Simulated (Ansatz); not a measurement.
# Si: what the fields show

Input file:

```
crystal:
  lattice:
    - [-1.8378633553, 1.8378633553, 5.0846725007]
    - [1.8378633553, -1.8378633553, 5.0846725007]
    - [1.8378633553, 1.8378633553, -5.0846725007]
  atoms:
    - { symbol: Si, position: [0.3870285838, 0.3870285838, 0.0] }
    - { symbol: Si, position: [0.75, 0.25, 0.5] }
    - { symbol: Si, position: [0.6129714162, 0.6129714162, 0.0] }
basis:
  ecutwfc: 420
kpoints:
  mp_grid: { grid: [18, 18, 18] }
hamiltonian:
  xc: pbe
scf:
  occupations: { method: gaussian, width: 0.1 }
output:
  forces: true
  stress: true
  eigenvalues: true
  write_density: true
  write_potential: true
  elf: true
  volumetric_format: npy
relax:
  adjacent_minimum: "off"
  f_tol: 0.01
  max_steps: 80
  cell: { stress_tol: 0.05 }
```

Command:

```sh
ansatz run input.yaml --threads 1 --pin off --max-ram 2560MiB --backend cpu --events-out ev --progress --plain --runs-dir out
```

Below, planes, directions and counts refer to the conventional cell (a = 3.68 Å, b = 3.68 Å, c = 10.15 Å, α = 90.00°, β = 90.00°, γ = 90.00°).

The fields are those of the relaxed geometry.

Space group I-4m2; a structure generated by program, which may or may not match a known phase.

Computed with DFT PBE, scalar-relativistic, plane waves, PAW (Ansatz 0.2.0).

Core electrons are frozen (PAW), and the valence fields are smoothed inside the atomic spheres.

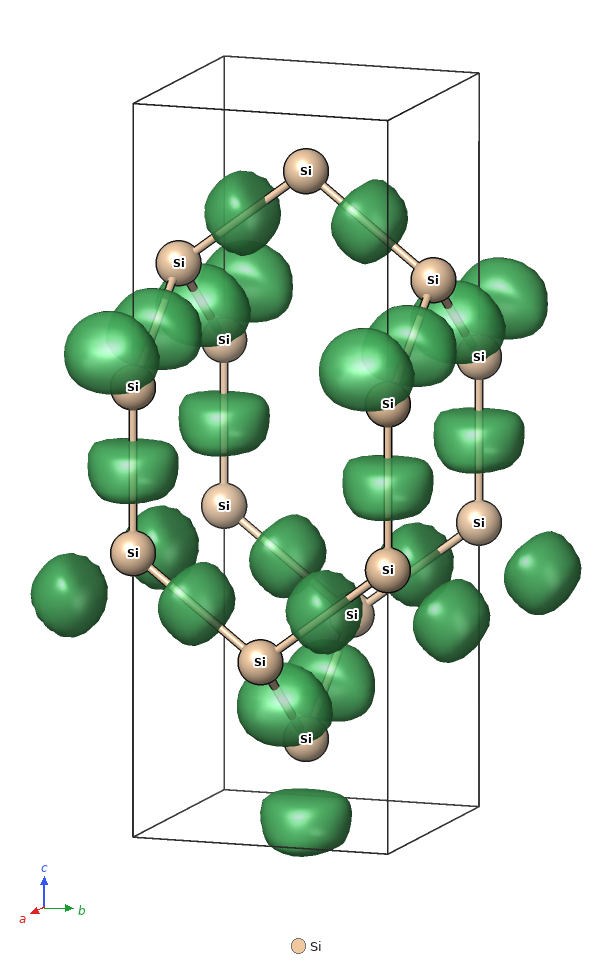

Figure 1. Isosurface of the electron localisation function at 0.85 (green), seen slightly off an axis. Core shells and regions of very low density are left out. Sticks mark near contacts.

Describe the localisation domains.

The surface consists of ten regions between bonded Si–Si atoms, counted in one cell of 6 atoms. Any copies at cell faces, edges or corners count once. Along the contacts the grid gives the following. Si–Si (2.29 Å): the ELF peaks at about 0.95 between the atoms.

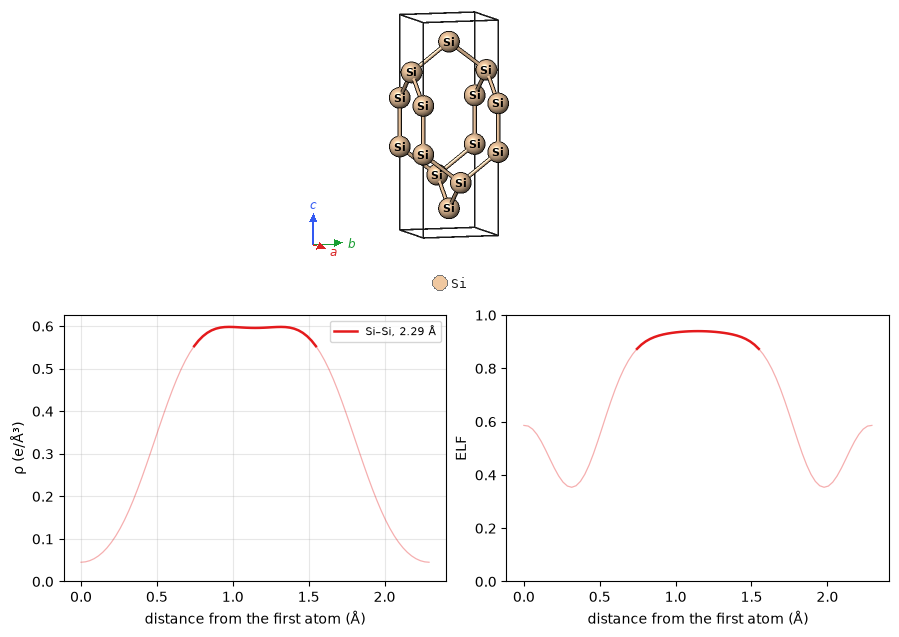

Figure 2. Valence charge density (pseudo) and electron localisation function along straight lines between neighbouring atoms. Thin, pale parts lie inside the atomic spheres. The structure is drawn too.

What can be read from the curves?

Si–Si (2.29 Å): ρ is about 0.6 e/Å³ halfway; the ELF peaks at about 0.95 between the atoms.

Metal or insulator at this level of theory?

It is gapless in this calculation (a metal or semimetal).
